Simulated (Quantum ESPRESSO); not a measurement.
# Run report: Zr, relaxation of cell and atoms

Zr (P6/mmm, 3 atoms in the cell), computed with Kohn-Sham DFT of a periodic cell, LDA, GBRV 1.5 LDA, no spin polarisation (Quantum ESPRESSO 7.5).

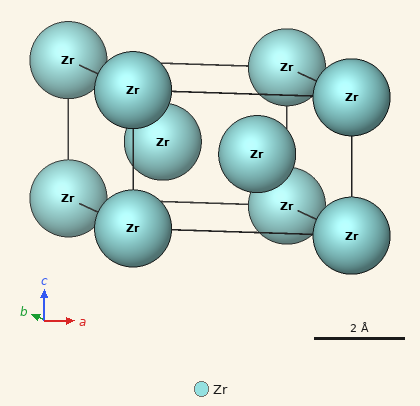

*The input geometry (spheres-only view of the cell of the calculation, seen slightly off an axis). An atom can appear more than once, as a periodic image.*

## The input
```
&CONTROL
  calculation = 'vc-relax'
  prefix = 'pwscf'
  outdir = './tmp'
  pseudo_dir = './pseudo'
  tprnfor = .true.
  tstress = .true.
  disk_io = 'low'
  nstep = 40
  forc_conv_thr = 0.0004
  etot_conv_thr = 1d-05
/
&SYSTEM
  ibrav = 0
  nat = 3
  ntyp = 1
  ecutwfc = 45
  ecutrho = 360
  nbnd = 26
  occupations = 'smearing'
  smearing = 'gaussian'
  degauss = 0.00734986
/
&ELECTRONS
  conv_thr = 6d-10
  electron_maxstep = 120
  mixing_beta = 0.5
/
&IONS
  ion_dynamics = 'bfgs'
/
&CELL
  cell_dynamics = 'bfgs'
  press = 60
  press_conv_thr = 0.3
/
ATOMIC_SPECIES
Zr    91.2240 zr_lda_v1.uspp.F.UPF
CELL_PARAMETERS angstrom
   5.0330000000    0.0000000000    0.0000000000
  -2.5165000000    4.3587058572    0.0000000000
   0.0000000000    0.0000000000    3.1320000000
ATOMIC_POSITIONS crystal
Zr     0.0000000000    0.0000000000    0.0000000000
Zr     0.3333333333    0.6666666667    0.5000000000
Zr     0.6666666667    0.3333333333    0.5000000000
K_POINTS automatic
14 14 19 0 0 0
```

Machine: 1 thread of Intel Xeon (Granite Rapids), 176 GiB of memory available, shared host.

Launch command:
```bash
OMP_NUM_THREADS=1 pw.x -in pw.in > pw.out
```

## Output
```
This program is part of the open-source Quantum ESPRESSO suite
     for quantum simulation of materials; please cite
         "P. Giannozzi et al., J. Phys.:Condens. Matter 21 395502 (2009);
         "P. Giannozzi et al., J. Phys.:Condens. Matter 29 465901 (2017);
         "P. Giannozzi et al., J. Chem. Phys. 152 154105 (2020);
          URL
     in publications or presentations arising from this work. More details at

     Message from routine setup:
     using ibrav=0 with symmetry is DISCOURAGED, use correct ibrav instead

     G-vector sticks info
     --------------------
     sticks:   dense  smooth     PW     G-vecs:    dense   smooth      PW
     Sum        2233    1135    349                53303    18943    3133

     Using Slab Decomposition

     bravais-lattice index     =            0
     lattice parameter (alat)  =       9.5110  a.u.
     unit-cell volume          =     463.6634 (a.u.)^3
     number of atoms/cell      =            3
     number of atomic types    =            1
     number of electrons       =        36.00
     number of Kohn-Sham states=           26
     kinetic-energy cutoff     =      45.0000  Ry
     charge density cutoff     =     360.0000  Ry
     scf convergence threshold =      6.0E-10
     mixing beta               =       0.5000
     number of iterations used =            8  plain     mixing
     energy convergence thresh.=      1.0E-05
     force convergence thresh. =      4.0E-04
     press convergence thresh. =      3.0E-01
     Exchange-correlation= SLA  PZ   NOGX NOGC
                           (   1   1   0   0   0   0   0)
     nstep                     =           40

     celldm(1)=   9.510992  celldm(2)=   0.000000  celldm(3)=   0.000000
     celldm(4)=   0.000000  celldm(5)=   0.000000  celldm(6)=   0.000000

     crystal axes: (cart. coord. in units of alat)
               a(1) = (   1.000000   0.000000   0.000000 )
               a(2) = (  -0.500000   0.866025   0.000000 )
               a(3) = (   0.000000   0.000000   0.622293 )

     reciprocal axes: (cart. coord. in units 2 pi/alat)
               b(1) = (  1.000000  0.577350 -0.000000 )
               b(2) = (  0.000000  1.154701  0.000000 )
               b(3) = (  0.000000 -0.000000  1.606960 )

     PseudoPot. # 1 for Zr read from file:
     zr_lda_v1.uspp.F.UPF
     Pseudo is Ultrasoft + core correction, Zval = 12.0
     Generated by new atomic code, or converted to UPF format
     Using radial grid of  887 points,  6 beta functions with:
                l(1) =   0
                l(2) =   0
                l(3) =   1
                l(4) =   1
                l(5) =   2
                l(6) =   2
     Q(r) pseudized with  6 coefficients,  rinner =    1.200   1.200   1.200
                                                       1.200   1.200

     atomic species   valence    mass     pseudopotential
     Zr               12.00    91.22400     Zr( 1.00)

     24 Sym. Ops., with inversion, found

   Cartesian axes

     site n.     atom                  positions (alat units)
         1        Zr     tau(   1) = (   0.0000000   0.0000000   0.0000000  )
         2        Zr     tau(   2) = (  -0.0000000   0.5773503   0.3111464  )
         3        Zr     tau(   3) = (   0.5000000   0.2886751   0.3111464  )

     number of k points=   240  Gaussian smearing, width (Ry)=  0.0073

     Number of k-points >= 100: set verbosity='high' to print them.

     Dense  grid:    53303 G-vectors     FFT dimensions: (  60,  60,  36)

     Smooth grid:    18943 G-vectors     FFT dimensions: (  45,  45,  25)

     Initial potential from superposition of free atoms

     starting charge      35.9946, renormalised to      36.0000

     negative rho (up, down):  1.822E-01 0.000E+00
     Starting wfcs are   39 randomized atomic wfcs

     Self-consistent Calculation

     iteration #  1     ecut=    45.00 Ry     beta= 0.50
     Davidson diagonalization with overlap
     ethr =  1.00E-02,  avg # of iterations =  2.0

     Threshold (ethr) on eigenvalues was too large:
     Diagonalizing with lowered threshold

     Davidson diagonalization with overlap
     ethr =  1.77E-04,  avg # of iterations =  2.0

     negative rho (up, down):  1.828E-01 0.000E+00

     total energy              =    -297.87209113 Ry
     estimated scf accuracy    <       0.06990858 Ry

     iteration #  2     ecut=    45.00 Ry     beta= 0.50
     Davidson diagonalization with overlap
     ethr =  1.94E-04,  avg # of iterations =  2.8

     negative rho (up, down):  1.833E-01 0.000E+00

     total energy              =    -297.86065812 Ry
     estimated scf accuracy    <       0.13419884 Ry

     iteration #  3     ecut=    45.00 Ry     beta= 0.50
     Davidson diagonalization with overlap
     ethr =  1.94E-04,  avg # of iterations =  2.2

     negative rho (up, down):  1.843E-01 0.000E+00

     total energy              =    -297.88411654 Ry
     estimated scf accuracy    <       0.02908244 Ry

     iteration #  4     ecut=    45.00 Ry     beta= 0.50
     Davidson diagonalization with overlap
     ethr =  8.08E-05,  avg # of iterations =  1.0

     negative rho (up, down):  1.849E-01 0.000E+00

     total energy              =    -297.88655897 Ry
     estimated scf accuracy    <       0.00047302 Ry

     iteration #  5     ecut=    45.00 Ry     beta= 0.50
     Davidson diagonalization with overlap
     ethr =  1.31E-06,  avg # of iterations =  6.0

     negative rho (up, down):  1.849E-01 0.000E+00

     total energy              =    -297.88667059 Ry
     estimated scf accuracy    <       0.00023311 Ry

     iteration #  6     ecut=    45.00 Ry     beta= 0.50
     Davidson diagonalization with overlap
     ethr =  6.48E-07,  avg # of iterations =  1.2

     negative rho (up, down):  1.849E-01 0.000E+00

     total energy              =    -297.88668424 Ry
     estimated scf accuracy    <       0.00001217 Ry

     iteration #  7     ecut=    45.00 Ry     beta= 0.50
     Davidson diagonalization with overlap
     ethr =  3.38E-08,  avg # of iterations =  3.2

     negative rho (up, down):  1.848E-01 0.000E+00

     total energy              =    -297.88668643 Ry
     estimated scf accuracy    <       0.00000007 Ry

     iteration #  8     ecut=    45.00 Ry     beta= 0.50
     Davidson diagonalization with overlap
     ethr =  1.88E-10,  avg # of iterations =  4.3

     negative rho (up, down):  1.848E-01 0.000E+00

     total energy              =    -297.88668651 Ry
     estimated scf accuracy    <       0.00000004 Ry

     iteration #  9     ecut=    45.00 Ry     beta= 0.50
     Davidson diagonalization with overlap
     ethr =  1.21E-10,  avg # of iterations =  1.0

     negative rho (up, down):  1.848E-01 0.000E+00

     total energy              =    -297.88668651 Ry
     estimated scf accuracy    <       0.00000002 Ry

     iteration # 10     ecut=    45.00 Ry     beta= 0.50
     Davidson diagonalization with overlap
     ethr =  4.66E-11,  avg # of iterations =  2.0

     negative rho (up, down):  1.848E-01 0.000E+00

     End of self-consistent calculation

     Number of k-points >= 100: set verbosity='high' to print the bands.

     the Fermi energy is    14.0096 ev

!    total energy              =    -297.88668651 Ry
     estimated scf accuracy    <          1.6E-10 Ry
     smearing contrib. (-TS)   =      -0.00107936 Ry
     internal energy E=F+TS    =    -297.88560715 Ry

     The total energy is F=E-TS. E is the sum of the following terms:
     one-electron contribution =     -53.37314252 Ry
     hartree contribution      =      40.62448218 Ry
     xc contribution           =     -53.07298357 Ry
     ewald contribution        =    -232.06396324 Ry

     convergence has been achieved in  10 iterations

     negative rho (up, down):  1.848E-01 0.000E+00

     Forces acting on atoms (cartesian axes, Ry/au):

     atom    1 type  1   force =     0.00000000    0.00000000    0.00000000
     atom    2 type  1   force =    -0.00000000   -0.00000000    0.00000000
     atom    3 type  1   force =     0.00000000    0.00000000   -0.00000000

     Total force =     0.000000     Total SCF correction =     0.000000

     Computing stress (Cartesian axis) and pressure

     negative rho (up, down):  1.848E-01 0.000E+00
          total   stress  (Ry/bohr**3)                   (kbar)     P=      -58.23
  -0.00041515  -0.00000000   0.00000000          -61.07       -0.00        0.00
  -0.00000000  -0.00041515   0.00000000           -0.00      -61.07        0.00
   0.00000000  -0.00000000  -0.00035728            0.00       -0.00      -52.56

     BFGS Geometry Optimization
     Energy error            =      2.4E-02 Ry
     Gradient error          =      4.1E-25 Ry/Bohr
     Cell gradient error     =      1.2E+02 kbar

     number of scf cycles    =   1
     number of bfgs steps    =   0

     enthalpy           new  =    -297.6975713091 Ry

     new trust radius        =       0.0886100155 bohr
     new conv_thr            =       0.0000000006 Ry

     new unit-cell volume =    436.27138 a.u.^3 (    64.64875 Ang^3 )
     density =      7.02942 g/cm^3

CELL_PARAMETERS (angstrom)
   4.929443271  -0.000000000   0.000000000
  -2.464721636   4.269023099  -0.000000000
   0.000000000   0.000000000   3.072088650

ATOMIC_POSITIONS (crystal)
Zr               0.0000000000        0.0000000000        0.0000000000
Zr               0.3333333333        0.6666666667        0.5000000000
Zr               0.6666666667        0.3333333333        0.5000000000

     NEW-OLD atomic charge density approx. for the potential
     New effective cutoffs (rho, wfc):  375.11   46.91

     negative rho (up, down):  1.825E-01 0.000E+00

     Self-consistent Calculation

[... 44 further cycles ...]
     iteration #  3     ecut=    45.00 Ry     beta= 0.50
     Davidson diagonalization with overlap
     ethr =  1.81E-04,  avg # of iterations =  2.1

     negative rho (up, down):  1.797E-01 0.000E+00

     total energy              =    -297.88583996 Ry
     estimated scf accuracy    <       0.02144572 Ry

     iteration #  4     ecut=    45.00 Ry     beta= 0.50
     Davidson diagonalization with overlap
     ethr =  5.96E-05,  avg # of iterations =  1.1

     negative rho (up, down):  1.803E-01 0.000E+00

     total energy              =    -297.88792559 Ry
     estimated scf accuracy    <       0.00027500 Ry

     iteration #  5     ecut=    45.00 Ry     beta= 0.50
     Davidson diagonalization with overlap
     ethr =  7.64E-07,  avg # of iterations =  5.5

     negative rho (up, down):  1.802E-01 0.000E+00

     total energy              =    -297.88799609 Ry
     estimated scf accuracy    <       0.00014530 Ry

     iteration #  6     ecut=    45.00 Ry     beta= 0.50
     Davidson diagonalization with overlap
     ethr =  4.04E-07,  avg # of iterations =  1.3

     negative rho (up, down):  1.802E-01 0.000E+00

     total energy              =    -297.88800629 Ry
     estimated scf accuracy    <       0.00000610 Ry

     iteration #  7     ecut=    45.00 Ry     beta= 0.50
     Davidson diagonalization with overlap
     ethr =  1.69E-08,  avg # of iterations =  3.3

     negative rho (up, down):  1.801E-01 0.000E+00

     total energy              =    -297.88800758 Ry
     estimated scf accuracy    <       0.00000005 Ry

     iteration #  8     ecut=    45.00 Ry     beta= 0.50
     Davidson diagonalization with overlap
     ethr =  1.48E-10,  avg # of iterations =  4.0

     negative rho (up, down):  1.801E-01 0.000E+00

     total energy              =    -297.88800763 Ry
     estimated scf accuracy    <          5.0E-09 Ry

     iteration #  9     ecut=    45.00 Ry     beta= 0.50
     Davidson diagonalization with overlap
     ethr =  1.38E-11,  avg # of iterations =  2.1

     negative rho (up, down):  1.801E-01 0.000E+00

     total energy              =    -297.88800763 Ry
     estimated scf accuracy    <          1.9E-09 Ry

     iteration # 10     ecut=    45.00 Ry     beta= 0.50
     Davidson diagonalization with overlap
     ethr =  5.14E-12,  avg # of iterations =  2.0

     negative rho (up, down):  1.801E-01 0.000E+00

     total energy              =    -297.88800763 Ry
     estimated scf accuracy    <          2.2E-10 Ry

     iteration # 11     ecut=    45.00 Ry     beta= 0.50
     Davidson diagonalization with overlap
     ethr =  6.02E-13,  avg # of iterations =  1.8

     negative rho (up, down):  1.801E-01 0.000E+00

     total energy              =    -297.88800763 Ry
     estimated scf accuracy    <          5.9E-11 Ry

     iteration # 12     ecut=    45.00 Ry     beta= 0.50
     Davidson diagonalization with overlap
     ethr =  1.64E-13,  avg # of iterations =  2.2

     negative rho (up, down):  1.801E-01 0.000E+00

     End of self-consistent calculation

     Number of k-points >= 100: set verbosity='high' to print the bands.

     the Fermi energy is    15.9123 ev

!    total energy              =    -297.88800763 Ry
     estimated scf accuracy    <          2.3E-12 Ry
     smearing contrib. (-TS)   =      -0.00097237 Ry
     internal energy E=F+TS    =    -297.88703525 Ry

     The total energy is F=E-TS. E is the sum of the following terms:
     one-electron contribution =     -41.03095603 Ry
     hartree contribution      =      37.33634431 Ry
     xc contribution           =     -53.41359360 Ry
     ewald contribution        =    -240.77882993 Ry

     convergence has been achieved in  12 iterations

     negative rho (up, down):  1.801E-01 0.000E+00

     Forces acting on atoms (cartesian axes, Ry/au):

     atom    1 type  1   force =     0.00000000    0.00000000   -0.00000000
     atom    2 type  1   force =     0.00000000    0.00000000   -0.00000000
     atom    3 type  1   force =    -0.00000000   -0.00000000    0.00000000

     Total force =     0.000000     Total SCF correction =     0.000000

     Computing stress (Cartesian axis) and pressure

     negative rho (up, down):  1.801E-01 0.000E+00
          total   stress  (Ry/bohr**3)                   (kbar)     P=       60.00
   0.00040754   0.00000000   0.00000000           59.95        0.00        0.00
   0.00000000   0.00040754  -0.00000000            0.00       59.95       -0.00
   0.00000000  -0.00000000   0.00040861            0.00       -0.00       60.11

=------------------------------------------------------------------------------=
   JOB DONE.
=------------------------------------------------------------------------------=
```

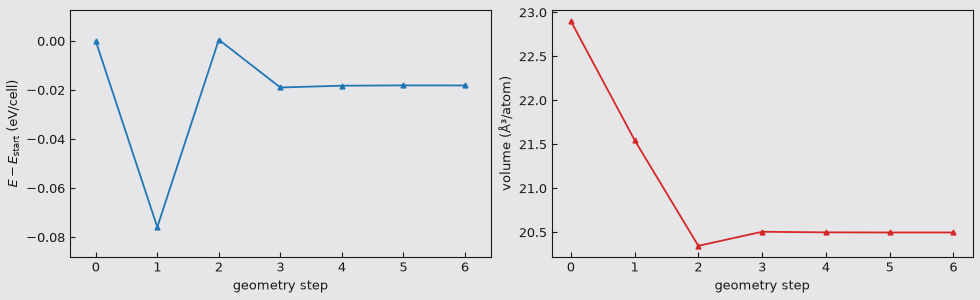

*Progress of the relaxation, step by step (steps are counted from 0).*

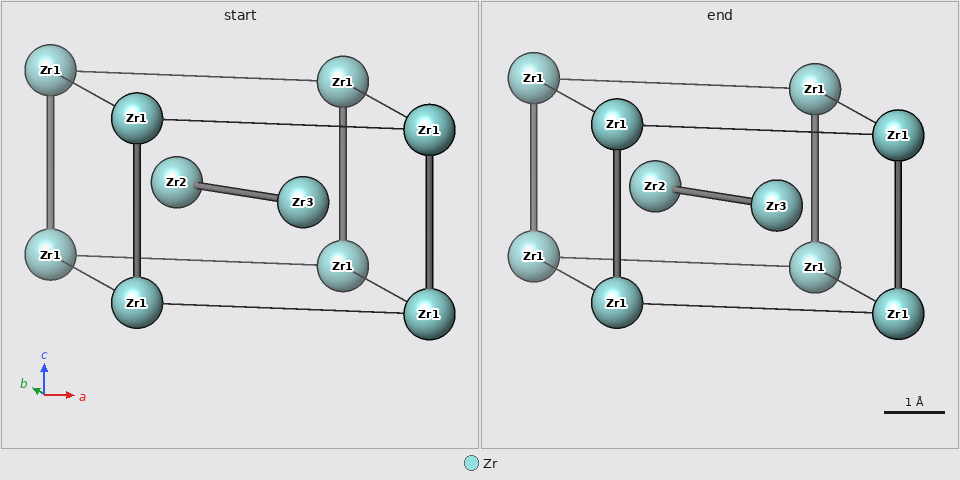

*Before (left) and after (right) the relaxation, at one scale (ball-and-stick view of the cell of the calculation, seen slightly off an axis).*

The atoms keep their places relative to the cell (all moves are under 0.005 Å). Cell: a = b 5.033 → 4.841 Å (−3.8 %), c 3.132 → 3.030 Å (−3.2 %). Volume −10.5 %. Among the contacts that change: Zr2–Zr3 2.906 → 2.795 Å, Zr1–Zr1 3.132 → 3.030 Å. The space group stays P6/mmm (No. 191). After 6 geometry steps the energy has fallen by 18.1 meV per cell of the calculation. All forces vanish by symmetry, so only the cell relaxes. (Atoms are counted from 1 in the order of the input.)

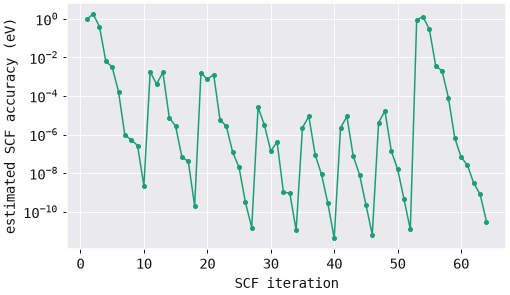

*Convergence of the self-consistent field: estimated SCF accuracy against the iteration.*

The field takes 64 iterations in all.

## Summary

| quantity | value |
| --- | --- |
| outcome | converged |
| space group (tolerance 0.01 Å) | P6/mmm (191) |
| electrons treated | 36 |
| free energy | −4052.9728 eV |
| Fermi energy | 15.912 eV |
| gap on the k-point mesh | none (metallic) |
| pressure | 6.00 GPa |
| final volume | 61.50 Å³ |
| largest force (length of the vector) at the end | under 0.001 eV/Å |
| final cell | a = 4.841 Å, b = 4.841 Å, c = 3.030 Å, α = 90.00°, β = 90.00°, γ = 120.00° |
| wall time | 14 min |
| peak memory | 0.46 GiB |

## Notes

Notes on the run: negative rho. The cell is under a pressure of 6.0 GPa at this level, so it is not at its equilibrium volume.
